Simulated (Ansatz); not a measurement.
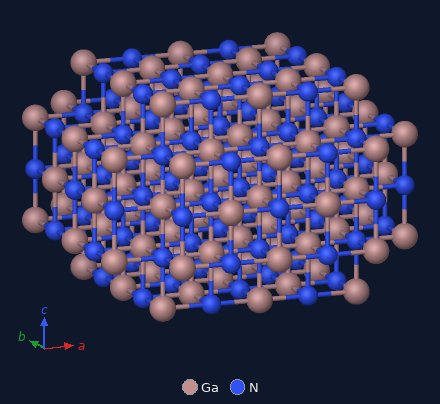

System GaN (space group Fm-3m, No. 225); source of the atomic positions: a calculation's input that goes back to an entry of the Crystallography Open Database (an earlier step may have relaxed or displaced it).

Bonds are taken as Ga–N below 2.4 Å. Atoms with one bond or none are removed and atoms with two bonds are replaced by edges, until no such atom is left.

Q: What kind of net remains, and which atoms are its nodes?

A: A uninodal 6-connected, three-periodic net: Ga and N are 6-connected nodes.

Q: Does the net have a name?

A: It is the pcu net, known from NaCl, ReO3 and the B-X framework of perovskite.

Q: Is the net interpenetrated?

A: It is a single net, without interpenetration.

Q: How many nodes does the smallest cycle have?

A: Four.

The simplified net, drawn on the atoms' positions. Nodes are coloured by element. Edges to nodes outside the piece are drawn as stubs.

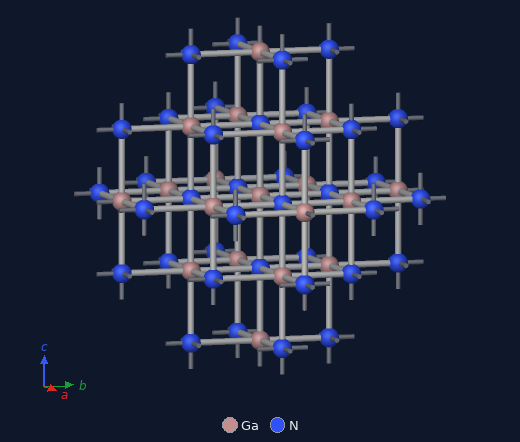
